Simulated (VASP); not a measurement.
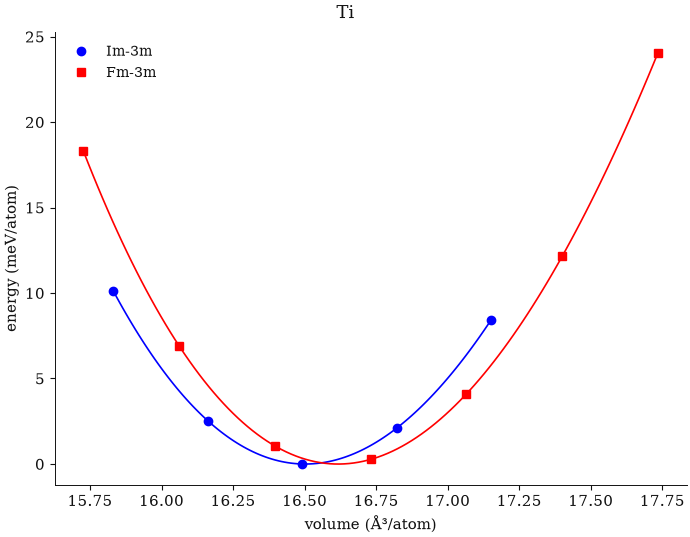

The picture above shows the energy against volume, with one curve for each structure, for Ti. Each energy curve has its own zero, so the curves don't rank the structures.

Method: plane-wave DFT, no spin polarisation; energies at scaled volumes of the given cell, shape and fractions fixed, counted from the fit's minimum, third-order Birch-Murnaghan fit (VASP 6.6.1). Level: PBEsol.

- occupations: Fermi–Dirac
- smearing width: 0.05 eV
- potentials: VASP PAW PBE potentials, recommended
- wave cutoff: 520 eV

Settings that differ: Im-3m: k mesh 10×10×10; Fm-3m: k mesh 11×11×11.

Order the curves by fitted equilibrium volume, smallest first.

Answer. Im-3m 16.502, Fm-3m 16.617 Å³/atom.
